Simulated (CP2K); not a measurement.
**Energy of NaCl along an even scaling of the cell**

System: NaCl (2 atoms in the cell).
Method: Kohn-Sham DFT of a periodic cell, PBEsol, GTH-PBE with UZH-TZVP basis, no spin polarisation (CP2K 2026.2).

The 6 runs differ only in the geometry, by an even scaling of the cell at fixed fractional positions. The structure derives from a Materials Project entry.

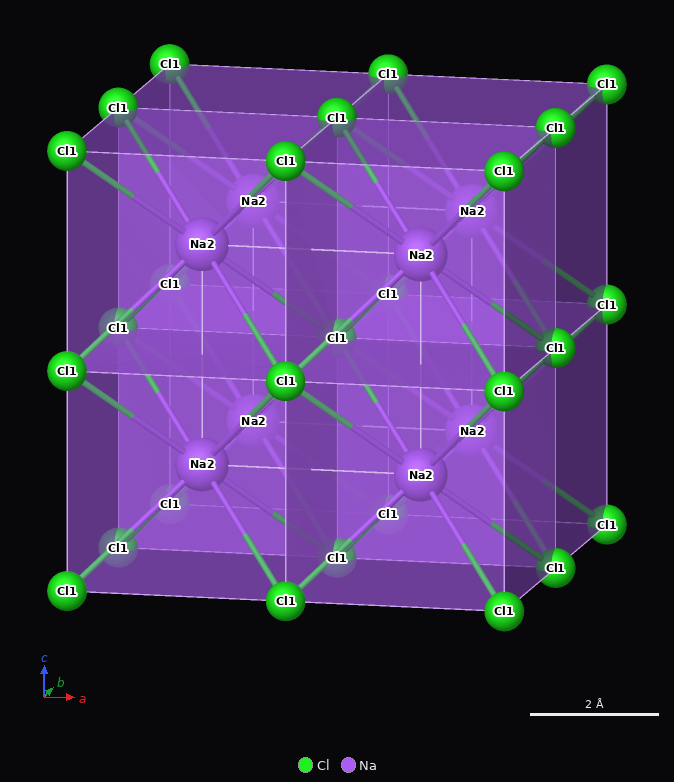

Figure 1. The structure of run 4 (polyhedral view of the cell of the calculation, seen slightly off an axis; polyhedra are completed across the faces of the cell; atoms are numbered from 1 in the order of the input).

### Input of run 4
```
&GLOBAL
  PROJECT nacl_eos
  RUN_TYPE ENERGY_FORCE
  PRINT_LEVEL LOW
&END GLOBAL
&FORCE_EVAL
  METHOD QS
  STRESS_TENSOR ANALYTICAL
  &DFT
    BASIS_SET_FILE_NAME BASIS_MOLOPT_UZH
    POTENTIAL_FILE_NAME POTENTIAL_UZH
    WFN_RESTART_FILE_NAME previous-RESTART.kp
    &MGRID
      CUTOFF 1350
      REL_CUTOFF 60
      NGRIDS 5
    &END MGRID
    &QS
      METHOD GPW
      EPS_DEFAULT 1.0E-9
    &END QS
    &KPOINTS
      SCHEME MONKHORST-PACK 8 8 8
      GAMMA_CENTERED T
      SYMMETRY T
      SYMMETRY_BACKEND SPGLIB
    &END KPOINTS
    &SCF
      SCF_GUESS RESTART
      EPS_SCF 1.0E-6
      MAX_SCF 100
      ADDED_MOS 10
      CHOLESKY OFF
      EPS_EIGVAL 1.0E-7
      &DIAGONALIZATION ON
        ALGORITHM STANDARD
      &END DIAGONALIZATION
      &MIXING ON
        METHOD BROYDEN_MIXING
        ALPHA 0.4
        BETA 1.5
        NBUFFER 8
      &END MIXING
      &SMEAR ON
        METHOD FERMI_DIRAC
        ELECTRONIC_TEMPERATURE [K] 580.226
      &END SMEAR
    &END SCF
    &XC
      &XC_FUNCTIONAL
        &GGA_X_PBE_SOL
        &END GGA_X_PBE_SOL
        &GGA_C_PBE_SOL
        &END GGA_C_PBE_SOL
      &END XC_FUNCTIONAL
    &END XC
    &PRINT
      &KPOINTS ON
      &END KPOINTS
      &MULLIKEN ON
      &END MULLIKEN
      &MO ON
        ENERGIES T
        OCCUPATION_NUMBERS T
        &EACH
          QS_SCF 0
        &END EACH
        ADD_LAST NUMERIC
      &END MO
    &END PRINT
  &END DFT
  &SUBSYS
    &CELL
      A 3.5253839872 0.0000000000 0.0000000000
      B 0.0000000000 3.5253839872 0.0000000000
      C 0.0000000000 0.0000000000 3.5253839872
      PERIODIC XYZ
    &END CELL
    &COORD
      SCALED
      Cl  0.5000000000 0.5000000000 0.5000000000
      Na  0.0000000000 0.0000000000 0.0000000000
    &END COORD
    &KIND Cl
      BASIS_SET TZVP-MOLOPT-PBE-GTH-q7
      POTENTIAL GTH-PBE-q7
    &END KIND
    &KIND Na
      BASIS_SET TZVP-MOLOPT-PBE-GTH-q9
      POTENTIAL GTH-PBE-q9
    &END KIND
    &PRINT
      &ATOMIC_COORDINATES ON
      &END ATOMIC_COORDINATES
      &CELL ON
      &END CELL
    &END PRINT
  &END SUBSYS
  &PRINT
    &FORCES ON
    &END FORCES
    &STRESS_TENSOR ON
    &END STRESS_TENSOR
  &END PRINT
&END FORCE_EVAL
```

Command:
```bash
OMP_NUM_THREADS=2 cp2k.psmp -i nacl_eos.inp -o nacl_eos.out
```

Run 3 differs from it as follows:
```diff
-      A 3.5253839872 0.0000000000 0.0000000000
-      B 0.0000000000 3.5253839872 0.0000000000
-      C 0.0000000000 0.0000000000 3.5253839872
+      A 3.4786846609 0.0000000000 0.0000000000
+      B 0.0000000000 3.4786846609 0.0000000000
+      C 0.0000000000 0.0000000000 3.4786846609
```

### Results, with one run withheld

```csv
run,volume per atom (Å³),"free energy per atom, from the lowest run given (meV)",pressure (GPa),gap on the mesh (eV)
1,20.189,1.14,0.98,4.00
2,20.619,0.00,0.31,3.93
3,21.048,?,?,?
4,21.907,4.23,−1.27,3.73
5,22.337,8.20,−1.68,3.68
6,22.766,13.21,−2.05,3.62
```

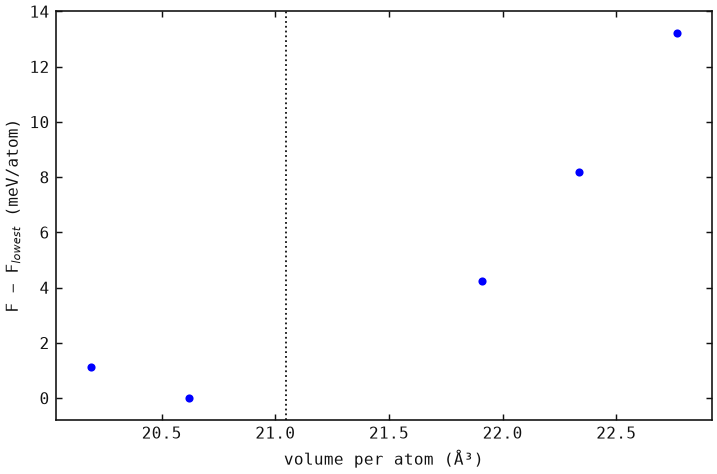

Figure 2. Free energy per atom of the runs given; the dotted line marks run 3.

Estimate the energy of run 3 from the others.

A cubic polynomial in V^(−2/3) (the Birch–Murnaghan form), fitted to the 5 runs given, misses them by at most 0.04 meV per atom. With x = V^(−2/3) − 0.12923 Å⁻², it reads F = 1.8157 − 1282.5 x + 2.2324e+05 x² − 3.0162e+06 x³ (meV per atom). At run 3 it gives 0.14 meV per atom, and the run itself gives −0.02. The slope of the fit gives a pressure −dF/dV of −0.30 GPa there, and the run prints −0.28 GPa. The fit has its minimum at 20.782 Å³ per atom, where V d²F/dV² gives 23.4 GPa: the bulk modulus at this level, since symmetry fixes the shape and the positions. The gap on the mesh goes, without turning, from 4.00 eV in run 1 to 3.62 eV in run 6; run 3 has 3.86 eV. These are gaps of this functional on this mesh, which can miss the band edges; they aren't the measured gap.

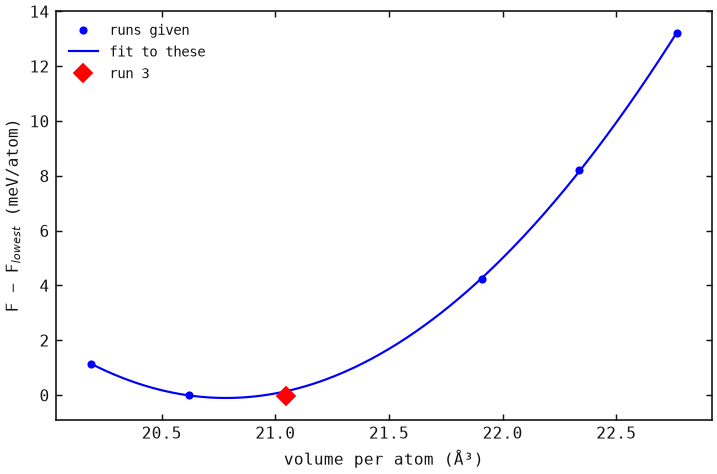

Figure 3. The fit and the withheld run.

### Some lines of the output (run 3)
```
[...]
  Total energy (extrapolated to T->0):                        -62.84361678518698
 MO| E(Fermi):            0.112909 a.u.          3.072397 eV
 MO| Band gap:            0.330169 a.u.          8.984366 eV
 MO| Band gap:            0.300540 a.u.          8.178100 eV
 MO| Band gap:            0.258666 a.u.          7.038652 eV
 MO| Band gap:            0.321795 a.u.          8.756477 eV
 MO| Band gap:            0.312365 a.u.          8.499876 eV
 MO| Band gap:            0.279406 a.u.          7.603015 eV
 MO| Band gap:            0.259970 a.u.          7.074137 eV
 MO| Band gap:            0.288855 a.u.          7.860149 eV
 MO| Band gap:            0.274908 a.u.          7.480628 eV
 MO| Band gap:            0.251953 a.u.          6.855979 eV
 MO| Band gap:            0.246268 a.u.          6.701306 eV
 MO| Band gap:            0.240255 a.u.          6.537662 eV
```
